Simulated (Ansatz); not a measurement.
System: Ti6Al6H (slab).

Input

```
crystal:
  lattice:
    - [5.6437148484, 0.0, 0.0]
    - [0.0, 4.9580382204, 0.0]
    - [0.0, 0.0, 20.1871504474]
  atoms:
    - { symbol: Ti, position: [0.0, 0.32392942, 0.1981458458] }
    - { symbol: Ti, position: [0.5, 0.32392942, 0.1981458458] }
    - { symbol: Al, position: [0.25, 0.82392942, 0.1981458458] }
    - { symbol: Al, position: [0.75, 0.82392942, 0.1981458458] }
    - { symbol: Ti, position: [0.0, 0.6376472306, 0.3123548628] }
    - { symbol: Ti, position: [0.5, 0.6376472306, 0.3123548628] }
    - { symbol: Al, position: [0.25, 0.140167878, 0.3113266804] }
    - { symbol: Al, position: [0.75, 0.140167878, 0.3113266804] }
    - { symbol: Ti, position: [0.0, 0.9594831303, 0.4225709853] }
    - { symbol: Ti, position: [0.5, 0.9594831303, 0.4225709853] }
    - { symbol: Al, position: [0.25, 0.4565330473, 0.4303306933] }
    - { symbol: Al, position: [0.75, 0.4565330473, 0.4303306933] }
    - { symbol: H, position: [0.25, 0.4565330473, 0.5056261147] }
basis:
  ecutwfc: 420
kpoints:
  mp_grid: { grid: [5, 6, 1] }
hamiltonian:
  xc: pbe
  pseudopotentials: { kind: paw, azcp: { folder: soft_1 } }
scf:
  occupations: { method: gaussian, width: 0.1 }
output:
  forces: true
  eigenvalues: true
  write_density: true
  write_potential: true
  elf: true
  volumetric_format: npy
relax:
  adjacent_minimum: "off"
  f_tol: 0.025
  max_steps: 16
  constraints:
    - { sites: [0, 1, 2, 3, 4, 5, 6, 7, 8, 9, 10, 11] }
    - { sites: [12], fix: xy }
efield:
  axis: 3
  dipole_correction: true
  ramp_width: 0.04
```

Launched as:

```sh
ansatz run input.yaml --threads 4 --pin off --max-ram 12288MiB --backend cpu --events-out ev --progress --plain --runs-dir out
```

The fields are those of the run's last geometry, not of the input's.

A point of a scan over the structure, not its minimum; not relaxed (largest force 0.4 eV/Å); computed without spin polarisation; PAW files of the earlier set (soft_1).

Theory: DFT PBE, scalar-relativistic, plane waves, PAW (Ansatz 0.2.0).

Predict the valence pseudo-density and electron localisation function between the atoms.

Al–H (1.65 Å): ρ at the midpoint is about 0.38 e/Å³; the ELF climbs to about 1 towards the hydrogen.

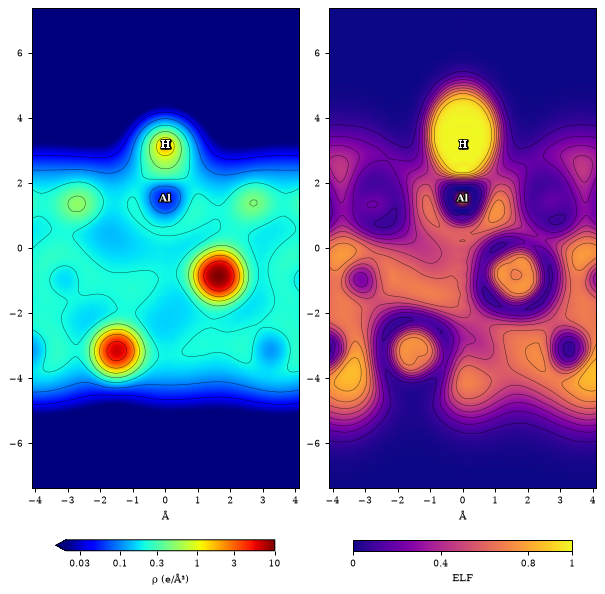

Computed valence pseudo-density and electron localisation function on the (11̄0) plane of the calculation cell, a cut from vacuum to vacuum, in this order. Atoms just off the plane (Ti, 0.3 Å away and Al, 0.5 Å away) can leave unmarked features too.

Core electrons are frozen (PAW), and the valence fields are smoothed inside the atomic spheres.
